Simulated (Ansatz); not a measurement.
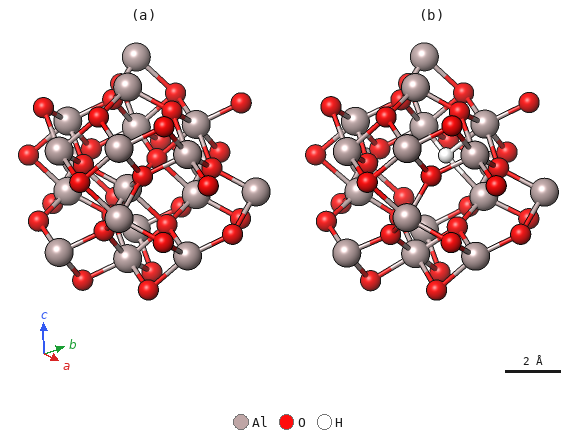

Left: perfect Al$_{2}$O$_{3}$. Right: the same region with a pair of point defects, after relaxing the atoms in a supercell of 120 sites. The picture is a ball-and-stick view of the atoms within 4.7 Å of one point, seen slightly off an axis.

Theory: Ansatz, DFT, PBEsol, PAW, plane waves. Settings: plane-wave cutoff 420 eV; k-point mesh 1 × 1 × 1; mesh shifted by (0.25, 0.25, 0.25); collinear spin. Fermi-Dirac smearing of 0.01 eV. A uniform background neutralises the charged cell. The axes drawn are those of the host's conventional cell.

### Which defect is it?

An oxygen atom is replaced by hydrogen and an aluminium atom is taken out (a vacancy), the two sites 1.9 Å apart.

The charge state of the cell is −1.

### What does the relaxation do around it?

In the host the O atom has 4 Al at 1.86 to 1.98 Å; the H atom ends with 3 Al at 1.78 to 2.06 Å. Around the empty Al site the host had 6 O at 1.86 to 1.98 Å; after relaxation the nearest atoms are 5 O at 2.00 to 2.13 Å, 1 H at 2.01 Å. Of the host's atoms, an aluminium atom moves furthest from its site, by 0.19 Å. The H atom itself moves 0.16 Å from where it was put. The cell's net moment is 1.00 μB.

Limits of the set-up: the cell is charged, on a uniform background, and energies carry no finite-size correction.
